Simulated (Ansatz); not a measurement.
## Electronic structure of Ga$_{7}$As in real space

Input file:

```
crystal:
  lattice:
    - [-3.40134525, 3.40134525, 3.40134525]
    - [3.40134525, -3.40134525, 3.40134525]
    - [3.40134525, 3.40134525, -3.40134525]
  atoms:
    - { symbol: Ga, position: [0.0, 0.5, 0.5] }
    - { symbol: Ga, position: [0.5, 0.5, 0.0] }
    - { symbol: Ga, position: [0.5, 0.0, 0.5] }
    - { symbol: Ga, position: [0.0, 0.0, 0.5] }
    - { symbol: Ga, position: [0.0, 0.5, 0.0] }
    - { symbol: Ga, position: [0.5, 0.0, 0.0] }
    - { symbol: Ga, position: [0.5, 0.5, 0.5] }
    - { symbol: As, position: [0.0, 0.0, 0.0] }
basis:
  ecutwfc: 420
kpoints:
  mp_grid: { grid: [6, 6, 6] }
hamiltonian:
  xc: pbe
scf:
  occupations: { method: gaussian, width: 0.1 }
output:
  forces: true
  stress: true
  eigenvalues: true
  write_density: true
  write_potential: true
  elf: true
  volumetric_format: npy
relax:
  adjacent_minimum: "off"
  f_tol: 0.01
  max_steps: 80
  cell: { stress_tol: 0.05 }
```

Launched as:

```sh
ansatz run input.yaml --threads 1 --pin off --max-ram 2560MiB --backend cpu --events-out ev --progress --plain --runs-dir out
```

Below, planes, directions and counts refer to the conventional cell (a = 6.78 Å, b = 6.78 Å, c = 6.78 Å, α = 90.00°, β = 90.00°, γ = 90.00°).

The fields are those of the run's last geometry, not of the input's.

Space group Im-3m; a generated structure, not necessarily the stable one.

Level of theory: DFT PBE, scalar-relativistic, plane waves, PAW in Ansatz 0.2.0.

In a PAW calculation such maps are meaningful between the atoms, not at the nuclei.

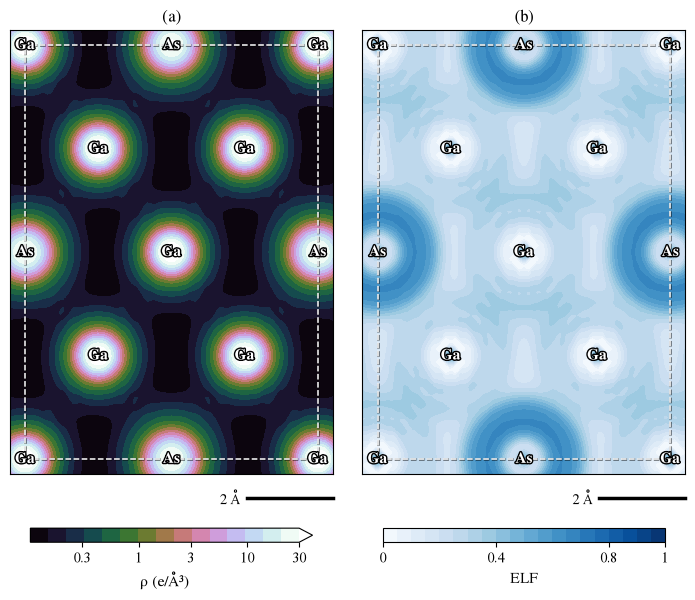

Figure 1. (a) valence electron density; (b) electron localisation function on the (101) plane of the conventional cell.

**What do the fields say about this system?**

The plane passes through Ga and As nuclei. Ga–As (2.93 Å): ρ at the midpoint is about 0.21 e/Å³; the ELF is about 0.35 at the midpoint and 0.25 at its lowest between the atoms. Between the atoms the lowest density in this plane is 0.1 e/Å³. The features right at Ga lie inside the PAW spheres, where the map follows smoothed inner orbitals and isn't to be read closely.

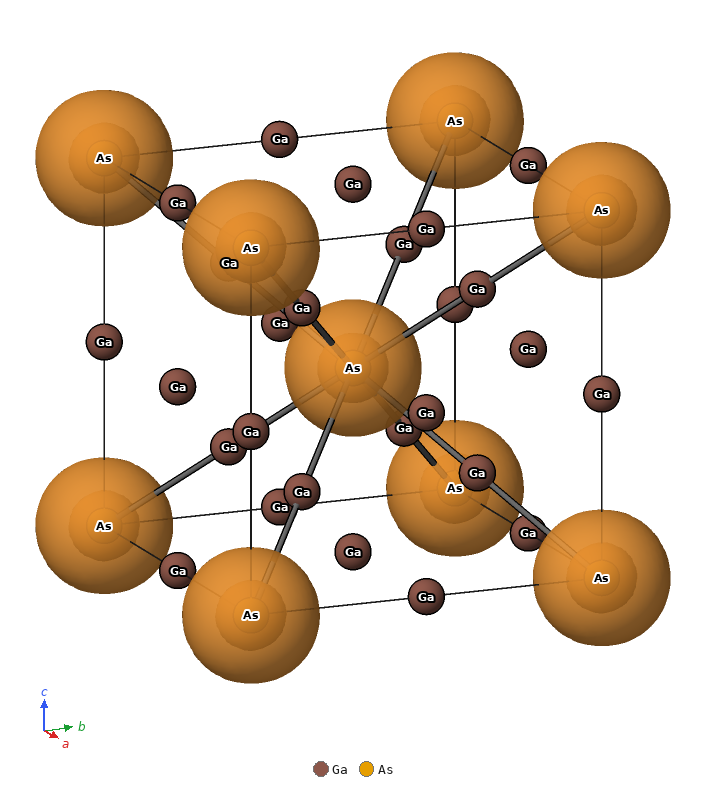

Figure 2. Isosurface of the electron localisation function at 0.55 (orange), seen slightly off an axis. Core shells and regions of very low density are left out. Sticks mark near contacts.

**Describe the localisation domains.**

The surface consists of two regions wrapped around As (the valence shell of each), counted in one cell of 16 atoms. Regions shared between cells count once.

**Metal or insulator at this level of theory?**

It is gapless in this calculation (a metal or semimetal).
